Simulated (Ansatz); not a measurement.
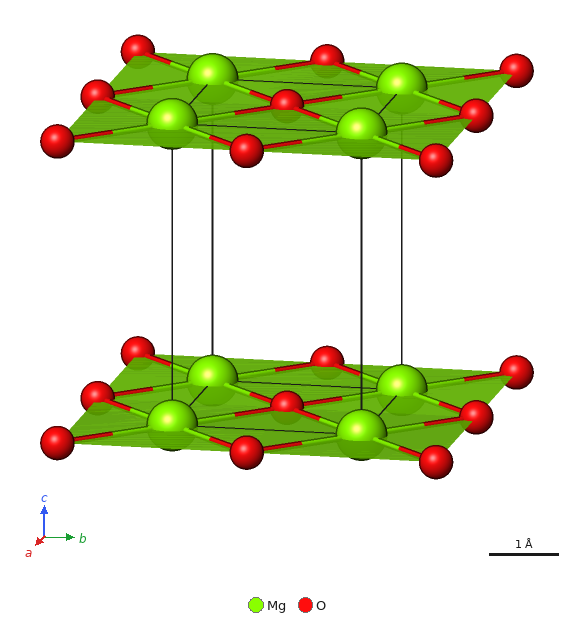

Figure 1. The input geometry (polyhedral view of the cell of the calculation, seen slightly off an axis; polyhedra are completed across the faces of the cell).

## MgO: geometry relaxation (part 1 of 2)

- system: MgO (2 atoms in the cell)
- method: DFT PBE, scalar-relativistic, plane waves, PAW, no spin polarisation (Ansatz 0.2.0)

The structure was built on a prototype by a generator; it need not be a known phase. It belongs to a series of runs on one base structure; here: random cell with space group Fmm2 (No. 42).

Input file:
```yaml
crystal:
  lattice:
    - [2.8286270691, 0.0, 0.0]
    - [0.0, 2.8286270691, 0.0]
    - [0.0, 0.0, 4.5370635609]
  atoms:
    - { symbol: Mg, position: [0.0, 0.0, 0.0] }
    - { symbol: O, position: [0.5, 0.5, 0.0] }
basis:
  ecutwfc: 420
kpoints:
  mp_grid: { grid: [10, 10, 6] }
hamiltonian:
  xc: pbe
scf:
  occupations: { method: gaussian, width: 0.02 }
output:
  forces: true
  stress: true
  eigenvalues: true
relax:
  adjacent_minimum: "off"
  f_tol: 0.01
  max_steps: 80
  cell: { stress_tol: 0.05 }
```

Machine: 1 thread of Intel Xeon @ 2.50GHz (Skylake/Cascade Lake), 192 GiB of memory available, shared host.

Command:
```bash
ansatz run input.yaml --threads 1 --pin off --max-ram 2560MiB --backend cpu --events-out ev --progress --plain --runs-dir out
```

Output:
```
Engine: ansatz 0.2.0, x86_64-unknown-linux-gnu
Pseudopotentials: kind: paw
Pseudopotential: Mg, paw, valence charge 10, recommended cutoff 420 eV (normal), Mg.paw.azcp
Pseudopotential: O, paw, valence charge 6, recommended cutoff 420 eV (normal), O.paw.azcp
Functional definition: PBE
  parameter kappa = 0.804
  parameter beta = 0.06672455060314922
  exchange = pbe_x(kappa = kappa, mu = beta*pi^2/3)
  correlation = pbe_c(beta = beta)
Crystal: 2 atoms, lattice volume = 36.302 Å³
Basis set: ecut = 420 eV, 707 PW (Γ), exchange–correlation on 40×40×64 points (8 copies of the dense FFT grid, shifted against one another)
Bands: 12, of which v1, the nominal top of the filled ones, is band 8 counted from 1 (7 counted from 0)
Symmetry: 16 space group operations
Space group: P4/mmm (ITA 123), of the structure as read, at distance tolerance 3.3e-5 Å
k-points: 84 of 600
Non-local potential: Mg, projectors of the file, l = 0: 3, l = 1: 2, l = 2: 1
Non-local potential: O, projectors of the file, l = 0: 2, l = 1: 2, l = 2: 1
PAW form: soft (Blöchl's): semilocal exchange-correlation on the pseudo side does not see the compensation charge
PAW one-centre angular grid: Mg, 110 points (default); XC on 64 Gauss nodes
PAW one-centre angular grid: O, 110 points (default); XC on 64 Gauss nodes
Initial density: superposition of atomic densities (neutral atoms: chi_scale 0, normalization atom), corrected by the library's trained network
Initial wavefunctions: pseudopotential atomic-orbital guess
Functional: x = pbe(κ = 0.804, μ = 0.2195149727645171), c = pbe(β = 0.06672455060314922)
SCF iter   1: F=—  HF=-2493.334355 eV  |F-HF|=—  |Δ(HF+E_count)|=         —  Δρ=2.41e-3  dr2=2.50e-3  ethr=1.77e-3  ⟨swp⟩=6.0  Hψ=6047  notcnv=0
preconditioner: auto → none  [insulator: Δε(μ)=2.084 eV  Ē_g=14.668 eV  σ=0.020 eV  W_gap=1.00  n_scr=6 (ndim 8)  ℏωp=17.4 eV  f_vac=0.358  D(μ)=0.00/eV (n_scr^D=0)  ε∞_Penn≈2.4]
SCF iter   2: F=—  HF=-2493.335814 eV  |F-HF|=—  |Δ(HF+E_count)|=   1.46e-3  Δρ=1.13e-3  dr2=5.56e-4  ethr=1.56e-5  ⟨swp⟩=2.2  Hψ=2244  notcnv=0
SCF iter   3: F=—  HF=-2493.336771 eV  |F-HF|=—  |Δ(HF+E_count)|=   9.56e-4  Δρ=4.78e-4  dr2=6.32e-5  ethr=3.48e-6  ⟨swp⟩=2.7  Hψ=1678  notcnv=0
SCF iter   4: F=—  HF=-2493.336722 eV  |F-HF|=—  |Δ(HF+E_count)|=   4.84e-5  Δρ=1.76e-4  dr2=1.11e-5  ethr=3.95e-7  ⟨swp⟩=2.0  Hψ=1325  notcnv=0
SCF iter   5: F=—  HF=-2493.336726 eV  |F-HF|=—  |Δ(HF+E_count)|=   4.01e-6  Δρ=3.92e-5  dr2=5.25e-7  ethr=6.96e-8  ⟨swp⟩=2.0  Hψ=1254  notcnv=0
SCF iter   6: F=-2493.336729 eV  HF=-2493.336729 eV  |F-HF|=4.65e-8  |Δ(HF+E_count)|=   2.51e-6  Δρ=4.88e-6  dr2=7.78e-9  ethr=6.25e-10  ⟨swp⟩=7.0  Hψ=4927  notcnv=0
SCF 1 converged in 6 iterations: F = -2493.336729 eV  dr2 = 7.78e-9
  greatest PAW one-centre occupation: 1.000 electrons in one spin orbital (limit 2), on the Mg atom at site 0 (counted from 0), in its partial waves of l = 1
relax step   1: F+E_penalty+E_count = -2493.33672879 eV  Δ(F+E_penalty+E_count) = +0.000e0 eV  max|allowed force component| = 6.035e-29 eV/Å  Δτ_max = 0.0000 Å  P = +0.070 GPa  Ω = 36.302 Å³  (6 SCF iters, dr2 threshold 1.00e-7 eV, accepted)
Crystal: 2 atoms, lattice volume = 36.504 Å³
Initial density: handed on by an earlier stage of this run
Initial wavefunctions: those handed on with the density
iter 1 solved again at ethr=5.73e-7 eV; its pass at ethr=3.10e-3 eV (dr2=9.16e-5 eV) is discarded
SCF iter   1: F=—  HF=-2493.336632 eV  |F-HF|=—  |Δ(HF+E_count)|=         —  Δρ=3.49e-4  dr2=7.14e-5  ethr=5.73e-7  ⟨swp⟩=2.0  Hψ=7315  notcnv=0
preconditioner: auto → none  [insulator: Δε(μ)=2.141 eV  Ē_g=14.650 eV  σ=0.020 eV  W_gap=1.00  n_scr=6 (ndim 8)  ℏωp=17.4 eV  f_vac=0.364  D(μ)=0.00/eV (n_scr^D=0)  ε∞_Penn≈2.4]
SCF iter   2: F=—  HF=-2493.336605 eV  |F-HF|=—  |Δ(HF+E_count)|=   2.71e-5  Δρ=1.90e-4  dr2=1.54e-5  ethr=4.46e-7  ⟨swp⟩=2.1  Hψ=1186  notcnv=0
SCF iter   3: F=—  HF=-2493.336621 eV  |F-HF|=—  |Δ(HF+E_count)|=   1.63e-5  Δρ=1.13e-4  dr2=4.14e-6  ethr=9.59e-8  ⟨swp⟩=2.0  Hψ=1276  notcnv=0
SCF iter   4: F=—  HF=-2493.336621 eV  |F-HF|=—  |Δ(HF+E_count)|=   5.88e-7  Δρ=3.05e-5  dr2=2.68e-7  ethr=2.59e-8  ⟨swp⟩=2.0  Hψ=1334  notcnv=0
SCF iter   5: F=-2493.336621 eV  HF=-2493.336621 eV  |F-HF|=1.68e-8  |Δ(HF+E_count)|=   8.72e-8  Δρ=5.35e-6  dr2=9.13e-9  ethr=1.17e-9  ⟨swp⟩=5.1  Hψ=4527  notcnv=0
SCF 2 converged in 5 iterations: F = -2493.336621 eV  dr2 = 9.13e-9
[... from here on the iterations of each SCF are left out, up to the last one ...]
relax step   2: F+E_penalty+E_count = -2493.33662098 eV  Δ(F+E_penalty+E_count) = +1.078e-4 eV  max|allowed force component| = 2.603e-29 eV/Å  Δτ_max = 0.0000 Å  P = +0.053 GPa  Ω = 36.504 Å³  energy of the carried Pulay correction = -4.170e-4 eV  (5 SCF iters, dr2 threshold 1.87e-7 eV, accepted)
Crystal: 2 atoms, lattice volume = 37.169 Å³
Basis set: ecut = 420 eV, 739 PW (Γ), exchange–correlation on 40×40×64 points (8 copies of the dense FFT grid, shifted against one another)
preconditioner: auto → none  [insulator: Δε(μ)=2.182 eV  Ē_g=14.594 eV  σ=0.020 eV  W_gap=1.00  n_scr=6 (ndim 8)  ℏωp=17.2 eV  f_vac=0.375  D(μ)=0.00/eV (n_scr^D=0)  ε∞_Penn≈2.4]
SCF 3 converged in 5 iterations: F = -2493.335707 eV  dr2 = 5.61e-8
relax step   3: F+E_penalty+E_count = -2493.33570666 eV  Δ(F+E_penalty+E_count) = +9.143e-4 eV  max|allowed force component| = 7.642e-31 eV/Å  Δτ_max = 0.0000 Å  P = -0.011 GPa  Ω = 37.169 Å³  energy of the carried Pulay correction = -1.775e-3 eV  (5 SCF iters, dr2 threshold 1.10e-7 eV, accepted)
Initial wavefunctions: pseudopotential atomic-orbital guess (no wavefunctions were taken with the density)
preconditioner: auto → none  [insulator: Δε(μ)=2.160 eV  Ē_g=14.590 eV  σ=0.020 eV  W_gap=1.00  n_scr=6 (ndim 8)  ℏωp=17.2 eV  f_vac=0.370  D(μ)=0.00/eV (n_scr^D=0)  ε∞_Penn≈2.4]
SCF 4 converged in 7 iterations: F = -2493.338036 eV  dr2 = 8.14e-14
relax step   4: F+E_penalty+E_count = -2493.33803581 eV  Δ(F+E_penalty+E_count) = -2.329e-3 eV  max|allowed force component| = 7.919e-31 eV/Å  Δτ_max = 0.0000 Å  P = +0.097 GPa  Ω = 37.169 Å³  stress off target by 1.94e-1 GPa  SCF on the basis re-selected at this cell (its energy is not comparable with the rows above)  (7 SCF iters)
basis re-selected at this cell: Δ(F+E_penalty+E_count) = -2.329e-3 eV, ΔP = +0.108 GPa vs the last step (what re-selecting the basis moved, of the pressure what is left beyond the Pulay correction that the steps carried, after the strain that the cell walked since its last selection, with what the two solves' SCF thresholds leave and, on support functions, any second-order correction that the steps lacked; it is no measure of the basis error at this ecutwfc). This SCF's stress stands 1.94e-1 GPa from its target on what of the cell is left free (relax.cell.stress_tol is 5.00e-2 GPa) and its largest allowed force component is 7.92e-31 eV/Å (relax.f_tol is 1.00e-2 eV/Å): not within both, so this SCF does not close the relaxation
Crystal: 2 atoms, lattice volume = 37.762 Å³
preconditioner: auto → none  [insulator: Δε(μ)=2.199 eV  Ē_g=14.541 eV  σ=0.020 eV  W_gap=1.00  n_scr=6 (ndim 8)  ℏωp=17.1 eV  f_vac=0.380  D(μ)=0.00/eV (n_scr^D=0)  ε∞_Penn≈2.4]
SCF 5 converged in 5 iterations: F = -2493.337276 eV  dr2 = 3.38e-8
relax step   5: F+E_penalty+E_count = -2493.33727586 eV  Δ(F+E_penalty+E_count) = +7.600e-4 eV  max|allowed force component| = 1.203e-29 eV/Å  Δτ_max = 0.0000 Å  P = +0.033 GPa  Ω = 37.762 Å³  energy of the carried Pulay correction = -1.187e-3 eV  (5 SCF iters, dr2 threshold 9.44e-8 eV, accepted)
Crystal: 2 atoms, lattice volume = 37.872 Å³
preconditioner: auto → none  [insulator: Δε(μ)=2.191 eV  Ē_g=14.531 eV  σ=0.020 eV  W_gap=1.00  n_scr=6 (ndim 8)  ℏωp=17.1 eV  f_vac=0.379  D(μ)=0.00/eV (n_scr^D=0)  ε∞_Penn≈2.4]
SCF 6 converged in 6 iterations: F = -2493.337069 eV  dr2 = 1.11e-11
relax step   6: F+E_penalty+E_count = -2493.33706942 eV  Δ(F+E_penalty+E_count) = +2.064e-4 eV  max|allowed force component| = 7.889e-30 eV/Å  Δτ_max = 0.0000 Å  P = +0.012 GPa  Ω = 37.872 Å³  energy of the carried Pulay correction = -1.406e-3 eV  (6 SCF iters, accepted)
preconditioner: auto → none  [insulator: Δε(μ)=2.187 eV  Ē_g=14.530 eV  σ=0.020 eV  W_gap=1.00  n_scr=6 (ndim 8)  ℏωp=17.1 eV  f_vac=0.379  D(μ)=0.00/eV (n_scr^D=0)  ε∞_Penn≈2.4]
SCF 7 converged in 6 iterations: F = -2493.338731 eV  dr2 = 6.54e-13
relax step   7: F+E_penalty+E_count = -2493.33873149 eV  Δ(F+E_penalty+E_count) = -1.662e-3 eV  max|allowed force component| = 3.057e-30 eV/Å  Δτ_max = 0.0000 Å  P = +0.091 GPa  Ω = 37.872 Å³  stress off target by 1.48e-1 GPa  SCF on the basis re-selected at this cell (its energy is not comparable with the rows above)  (6 SCF iters)
basis re-selected at this cell: Δ(F+E_penalty+E_count) = -1.662e-3 eV, ΔP = +0.079 GPa vs the last step (what re-selecting the basis moved, of the pressure what is left beyond the Pulay correction that the steps carried, after the strain that the cell walked since its last selection, with what the two solves' SCF thresholds leave and, on support functions, any second-order correction that the steps lacked; it is no measure of the basis error at this ecutwfc). This SCF's stress stands 1.48e-1 GPa from its target on what of the cell is left free (relax.cell.stress_tol is 5.00e-2 GPa) and its largest allowed force component is 3.06e-30 eV/Å (relax.f_tol is 1.00e-2 eV/Å): not within both, so this SCF does not close the relaxation
Crystal: 2 atoms, lattice volume = 38.429 Å³
Basis set: ecut = 420 eV, 757 PW (Γ), exchange–correlation on 40×40×64 points (8 copies of the dense FFT grid, shifted against one another)
preconditioner: auto → none  [insulator: Δε(μ)=2.216 eV  Ē_g=14.480 eV  σ=0.020 eV  W_gap=1.00  n_scr=6 (ndim 8)  ℏωp=16.9 eV  f_vac=0.385  D(μ)=0.00/eV (n_scr^D=0)  ε∞_Penn≈2.4]
SCF 8 converged in 6 iterations: F = -2493.337903 eV  dr2 = 3.95e-10
relax step   8: F+E_penalty+E_count = -2493.33790322 eV  Δ(F+E_penalty+E_count) = +8.283e-4 eV  max|allowed force component| = 4.764e-30 eV/Å  Δτ_max = 0.0000 Å  P = +0.028 GPa  Ω = 38.429 Å³  energy of the carried Pulay correction = -1.163e-3 eV  (6 SCF iters, dr2 threshold 5.51e-8 eV, accepted)
Crystal: 2 atoms, lattice volume = 38.661 Å³
Basis set: ecut = 420 eV, 773 PW (Γ), exchange–correlation on 40×40×64 points (8 copies of the dense FFT grid, shifted against one another)
preconditioner: auto → none  [insulator: Δε(μ)=2.219 eV  Ē_g=14.462 eV  σ=0.020 eV  W_gap=1.00  n_scr=6 (ndim 8)  ℏωp=16.9 eV  f_vac=0.387  D(μ)=0.00/eV (n_scr^D=0)  ε∞_Penn≈2.4]
SCF 9 converged in 7 iterations: F = -2493.337419 eV  dr2 = 4.58e-13
relax step   9: F+E_penalty+E_count = -2493.33741887 eV  Δ(F+E_penalty+E_count) = +4.843e-4 eV  max|allowed force component| = 8.382e-31 eV/Å  Δτ_max = 0.0000 Å  P = -0.002 GPa  Ω = 38.661 Å³  energy of the carried Pulay correction = -1.676e-3 eV  (7 SCF iters, accepted)
Basis set: ecut = 420 eV, 773 PW (Γ), exchange–correlation on 40×40×72 points (8 copies of the dense FFT grid, shifted against one another)
preconditioner: auto → none  [insulator: Δε(μ)=2.212 eV  Ē_g=14.462 eV  σ=0.020 eV  W_gap=1.00  n_scr=6 (ndim 8)  ℏωp=16.9 eV  f_vac=0.390  D(μ)=0.00/eV (n_scr^D=0)  ε∞_Penn≈2.4]
SCF 10 converged in 6 iterations: F = -2493.339425 eV  dr2 = 3.80e-13
relax step  10: F+E_penalty+E_count = -2493.33942492 eV  Δ(F+E_penalty+E_count) = -2.006e-3 eV  max|allowed force component| = 7.889e-31 eV/Å  Δτ_max = 0.0000 Å  P = +0.040 GPa  Ω = 38.661 Å³  stress off target by 1.09e-1 GPa  SCF on the basis re-selected at this cell (its energy is not comparable with the rows above)  (6 SCF iters)
basis re-selected at this cell: Δ(F+E_penalty+E_count) = -2.006e-3 eV, ΔP = +0.042 GPa vs the last step (what re-selecting the basis moved, of the pressure what is left beyond the Pulay correction that the steps carried, after the strain that the cell walked since its last selection, with what the two solves' SCF thresholds leave and, on support functions, any second-order correction that the steps lacked; it is no measure of the basis error at this ecutwfc). The dense FFT grid was sized anew with the basis: this SCF ran on 20×20×36 points, the steps before it on 20×20×32, so part of this shift can come from that change (see relax.cell in the input reference). This SCF's stress stands 1.09e-1 GPa from its target on what of the cell is left free (relax.cell.stress_tol is 5.00e-2 GPa) and its largest allowed force component is 7.89e-31 eV/Å (relax.f_tol is 1.00e-2 eV/Å): not within both, so this SCF does not close the relaxation
Crystal: 2 atoms, lattice volume = 38.935 Å³
preconditioner: auto → none  [insulator: Δε(μ)=2.228 eV  Ē_g=14.440 eV  σ=0.020 eV  W_gap=1.00  n_scr=6 (ndim 8)  ℏωp=16.8 eV  f_vac=0.390  D(μ)=0.00/eV (n_scr^D=0)  ε∞_Penn≈2.4]
SCF 11 converged in 5 iterations: F = -2493.339028 eV  dr2 = 1.07e-8
relax step  11: F+E_penalty+E_count = -2493.33902776 eV  Δ(F+E_penalty+E_count) = +3.972e-4 eV  max|allowed force component| = 1.576e-30 eV/Å  Δτ_max = 0.0000 Å  P = +0.026 GPa  Ω = 38.935 Å³  energy of the carried Pulay correction = -5.491e-4 eV  (5 SCF iters, dr2 threshold 2.97e-8 eV, accepted)
Crystal: 2 atoms, lattice volume = 39.395 Å³
Basis set: ecut = 420 eV, 797 PW (Γ), exchange–correlation on 40×40×72 points (8 copies of the dense FFT grid, shifted against one another)
preconditioner: auto → none  [insulator: Δε(μ)=2.242 eV  Ē_g=14.400 eV  σ=0.020 eV  W_gap=1.00  n_scr=6 (ndim 8)  ℏωp=16.7 eV  f_vac=0.398  D(μ)=0.00/eV (n_scr^D=0)  ε∞_Penn≈2.4]
SCF 12 converged in 6 iterations: F = -2493.338129 eV  dr2 = 2.74e-10
relax step  12: F+E_penalty+E_count = -2493.33812864 eV  Δ(F+E_penalty+E_count) = +8.991e-4 eV  max|allowed force component| = 4.043e-30 eV/Å  Δτ_max = 0.0000 Å  P = -0.001 GPa  Ω = 39.395 Å³  energy of the carried Pulay correction = -1.543e-3 eV  (6 SCF iters, dr2 threshold 1.17e-8 eV, accepted)
preconditioner: auto → none  [insulator: Δε(μ)=2.237 eV  Ē_g=14.403 eV  σ=0.020 eV  W_gap=1.00  n_scr=6 (ndim 8)  ℏωp=16.7 eV  f_vac=0.394  D(μ)=0.00/eV (n_scr^D=0)  ε∞_Penn≈2.3]
SCF 13 converged in 6 iterations: F = -2493.339826 eV  dr2 = 3.35e-13
relax step  13: F+E_penalty+E_count = -2493.33982604 eV  Δ(F+E_penalty+E_count) = -1.697e-3 eV  max|allowed force component| = 6.212e-30 eV/Å  Δτ_max = 0.0000 Å  P = +0.019 GPa  Ω = 39.395 Å³  stress off target by 7.95e-2 GPa  SCF on the basis re-selected at this cell (its energy is not comparable with the rows above)  (6 SCF iters)
basis re-selected at this cell: Δ(F+E_penalty+E_count) = -1.697e-3 eV, ΔP = +0.020 GPa vs the last step (what re-selecting the basis moved, of the pressure what is left beyond the Pulay correction that the steps carried, after the strain that the cell walked since its last selection, with what the two solves' SCF thresholds leave and, on support functions, any second-order correction that the steps lacked; it is no measure of the basis error at this ecutwfc). This SCF's stress stands 7.95e-2 GPa from its target on what of the cell is left free (relax.cell.stress_tol is 5.00e-2 GPa) and its largest allowed force component is 6.21e-30 eV/Å (relax.f_tol is 1.00e-2 eV/Å): not within both, so this SCF does not close the relaxation
Crystal: 2 atoms, lattice volume = 39.892 Å³
preconditioner: auto → none  [insulator: Δε(μ)=2.255 eV  Ē_g=14.360 eV  σ=0.020 eV  W_gap=1.00  n_scr=6 (ndim 8)  ℏωp=16.6 eV  f_vac=0.404  D(μ)=0.00/eV (n_scr^D=0)  ε∞_Penn≈2.3]
SCF 14 converged in 6 iterations: F = -2493.338967 eV  dr2 = 3.91e-10
relax step  14: F+E_penalty+E_count = -2493.33896684 eV  Δ(F+E_penalty+E_count) = +8.592e-4 eV  max|allowed force component| = 5.497e-30 eV/Å  Δτ_max = 0.0000 Å  P = -0.002 GPa  Ω = 39.892 Å³  energy of the carried Pulay correction = -1.003e-3 eV  (6 SCF iters, dr2 threshold 1.58e-8 eV, accepted)
Crystal: 2 atoms, lattice volume = 39.976 Å³
preconditioner: auto → none  [insulator: Δε(μ)=2.258 eV  Ē_g=14.358 eV  σ=0.020 eV  W_gap=1.00  n_scr=6 (ndim 8)  ℏωp=16.6 eV  f_vac=0.402  D(μ)=0.00/eV (n_scr^D=0)  ε∞_Penn≈2.3]
SCF 15 converged in 6 iterations: F = -2493.338790 eV  dr2 = 5.73e-12
relax step  15: F+E_penalty+E_count = -2493.33878983 eV  Δ(F+E_penalty+E_count) = +1.770e-4 eV  max|allowed force component| = 8.382e-31 eV/Å  Δτ_max = 0.0000 Å  P = -0.003 GPa  Ω = 39.976 Å³  energy of the carried Pulay correction = -1.183e-3 eV  (6 SCF iters, accepted)
preconditioner: auto → none  [insulator: Δε(μ)=2.252 eV  Ē_g=14.356 eV  σ=0.020 eV  W_gap=1.00  n_scr=6 (ndim 8)  ℏωp=16.6 eV  f_vac=0.402  D(μ)=0.00/eV (n_scr^D=0)  ε∞_Penn≈2.3]
SCF 16 converged in 6 iterations: F = -2493.340065 eV  dr2 = 2.24e-12
relax step  16: F+E_penalty+E_count = -2493.34006502 eV  Δ(F+E_penalty+E_count) = -1.275e-3 eV  max|allowed force component| = 8.382e-31 eV/Å  Δτ_max = 0.0000 Å  P = +0.010 GPa  Ω = 39.976 Å³  stress off target by 5.90e-2 GPa  SCF on the basis re-selected at this cell (its energy is not comparable with the rows above)  (6 SCF iters)
basis re-selected at this cell: Δ(F+E_penalty+E_count) = -1.275e-3 eV, ΔP = +0.014 GPa vs the last step (what re-selecting the basis moved, of the pressure what is left beyond the Pulay correction that the steps carried, after the strain that the cell walked since its last selection, with what the two solves' SCF thresholds leave and, on support functions, any second-order correction that the steps lacked; it is no measure of the basis error at this ecutwfc). This SCF's stress stands 5.90e-2 GPa from its target on what of the cell is left free (relax.cell.stress_tol is 5.00e-2 GPa) and its largest allowed force component is 8.38e-31 eV/Å (relax.f_tol is 1.00e-2 eV/Å): not within both, so this SCF does not close the relaxation
```
